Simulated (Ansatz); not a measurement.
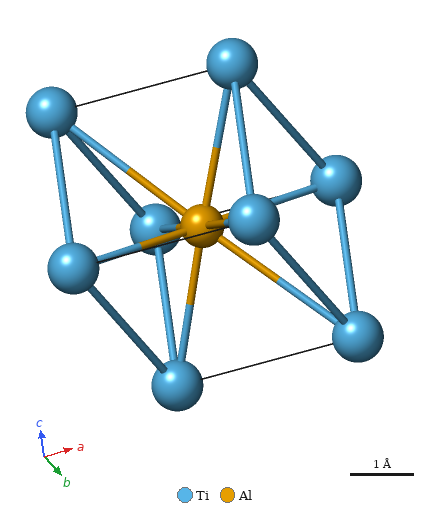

This is the input geometry for a relaxation of crystalline TiAl (set up in P1). The picture is a ball-and-stick view of the cell of the calculation, seen from a free direction.

Case: all atoms moved at random, sigma 0.02 Å for each component, cell strained at random, sigma 0.06; relaxed back.

Method: DFT PBEsol, scalar-relativistic, plane waves, PAW (Ansatz 0.2.0).

Input file:
```yaml
crystal:
  lattice:
    - [3.2050459963, 0.168853387, -0.1893544545]
    - [0.168853387, 3.1521663694, -0.25276627]
    - [-0.1893544545, -0.25276627, 3.1374707495]
  atoms:
    - { symbol: Ti, position: [0.0079856016, -0.0017263393, 0.000656467] }
    - { symbol: Al, position: [0.4920143984, 0.5017263393, 0.499343533] }
basis:
  ecutwfc: 420
kpoints:
  mp_grid: { grid: [10, 10, 10] }
hamiltonian:
  xc: pbesol
scf:
  occupations: { method: gaussian, width: 0.15 }
output:
  forces: true
  stress: true
  eigenvalues: true
relax:
  adjacent_minimum: "off"
  f_tol: 0.01
  max_steps: 80
  cell: { stress_tol: 0.1 }
```

Launched with:
```bash
ansatz run input.yaml --threads 2 --pin off --max-ram 5120MiB --backend cpu --events-out ev --progress --plain --runs-dir out
```

Question: What does the optimiser find from here?

Answer: Over 12 accepted moves (15 points after the start) the energy falls by 263 meV per atom. Largest force component: 0.44 eV/Å at the start, under 0.0001 eV/Å at the end. Pressure: 4.55 GPa at the start and 0.02 GPa at the end. The line search rejected the trial step at point 8 of the run. The SCF was repeated twice at an unchanged geometry on a basis and grid sized afresh for the cell, which shifted the energy by 18.9 meV per atom at most. The largest moves relative to the cell, 0.033 Å, are those of Ti1 and Al2. Ti1 goes along [−3 1 0]. By element the largest moves are Ti 0.033 Å, Al 0.033 Å. The volume changes by +0.8 %, with a 3.215 → 4.048 Å (+25.9 %), b 3.167 → 2.792 Å (−11.8 %), c 3.153 → 2.792 Å (−11.5 %), α 99.3° → 90.0°, β 97.0° → 90.0°, γ 83.7° → 90.0°. Near-neighbour distances that change, for instance: Ti1–Ti1 3.167 → 2.792 Å, Al2–Al2 3.167 → 2.792 Å, Ti1–Al2 3.117 → 2.828 Å, Ti1–Al2 (another image) 2.563 → 2.827 Å. Within 0.06 Å the space group is Cm at the start and P4/mmm at the end; at a tighter tolerance small leftover displacements or strains of the cell lower it.

Step by step:

```csv
step,"E − E(0), meV/atom","largest force component, eV/Å","pressure, GPa","volume, Å³/atom",note
0,0.00,0.4431,4.55,15.653,
1,-81.10,0.0605,1.05,15.771,
2,-118.93,0.0199,1.27,15.581,
3,-139.77,0.0047,1.00,15.590,
4,-171.81,0.0074,0.19,15.685,
5,-206.21,0.0144,0.50,15.618,
6,-231.24,0.0146,-0.28,15.661,
7,-234.44,0.0069,-0.19,15.628,
8,-208.78,0.0124,1.03,15.414,rejected
9,-236.79,0.0002,0.10,15.568,
10,-236.83,0.0001,-0.02,15.579,
11,-255.75,0.0001,1.47,15.579,"same geometry, new basis"
12,-262.71,0.0019,0.64,15.695,
13,-263.27,0.0008,-0.08,15.789,
14,-263.28,0.0001,0.00,15.778,
15,-263.41,0.0001,0.02,15.778,"same geometry, new basis"
```

After the run, drawn alike:

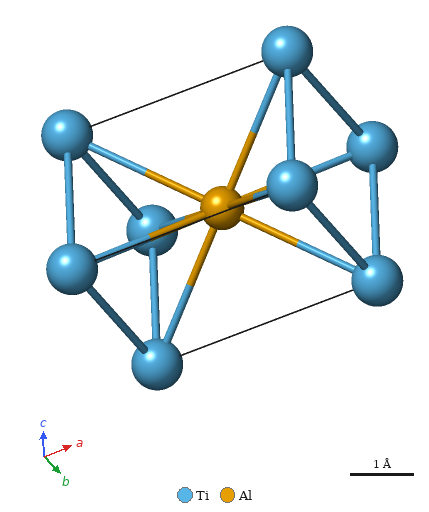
